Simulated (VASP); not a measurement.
Input

```
SYSTEM = MgS
ALGO = Normal
EDIFF = 1E-7
ENCUT = 520
GGA = PS
ISIF = 2
ISMEAR = 0
LASPH = .True.
LCHARG = .True.
LELF = .True.
LREAL = .False.
LVHAR = .True.
LWAVE = .False.
NBANDS = 11
NELM = 80
PREC = Accurate
SIGMA = 0.02
```

Command:

```sh
cat potpaw_PBE.64/Mg/POTCAR potpaw_PBE.64/S/POTCAR > POTCAR
mpirun -np 1 vasp_std > vasp.out
```

Below, planes, directions and counts refer to the conventional cell (a = 5.18 Å, b = 5.18 Å, c = 5.18 Å, α = 90.00°, β = 90.00°, γ = 90.00°).

Space group Fm-3m; a structure from a database of computed crystals, not necessarily the ambient phase.

The calculation used Kohn-Sham DFT of a periodic cell, PBEsol, VASP PAW PBE potentials, recommended in VASP 6.6.1.

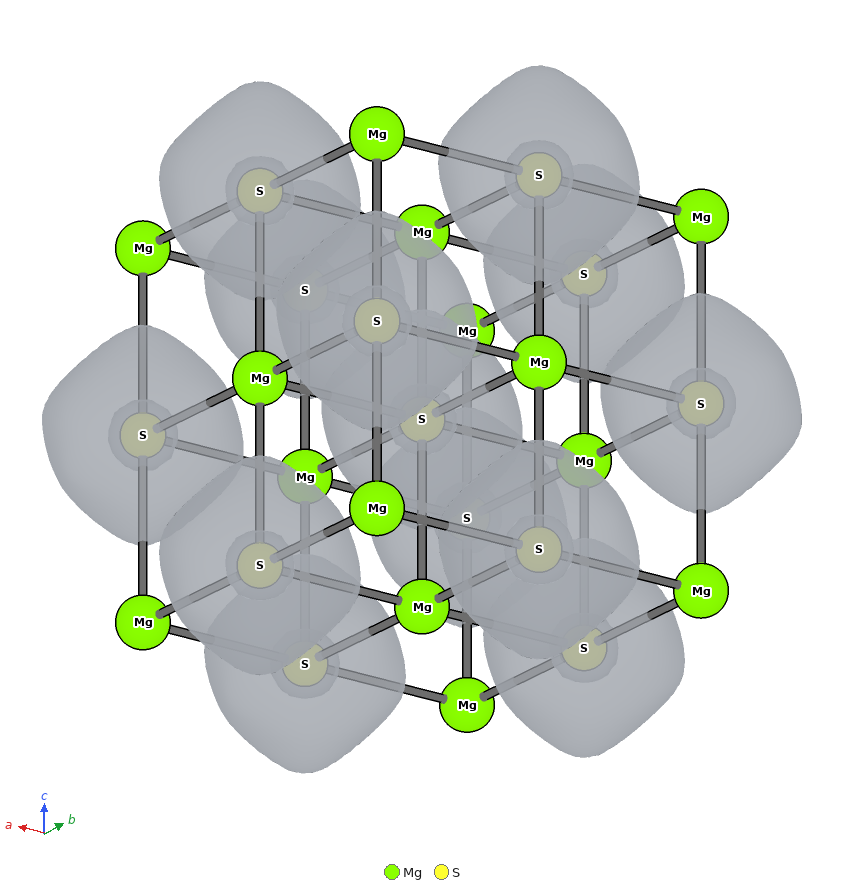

MgS. Isosurface of the ELF at 0.7 (grey), seen at an oblique angle. Core shells and regions of very low density are left out. Sticks mark near contacts.

Core electrons are frozen (PAW), and the valence fields are smoothed inside the atomic spheres.

> Where are the electrons localised?

The surface consists of four regions wrapped around S (the valence shell of each), counted in one cell of 8 atoms. Any copies at cell faces, edges or corners count once. Profiles from the grid: Mg–S (2.59 Å): the ELF peaks at about 0.90 in the valence shell of S, 0.9 Å from its nucleus, and falls to about 0.30 next to Mg (a largely ionic contact).

> Does the calculation make it a metal, or give it a gap?

It is gapped, with a Kohn–Sham gap of 2.7 eV on the k-point mesh (the band edges may lie off the mesh, which would make the gap smaller).
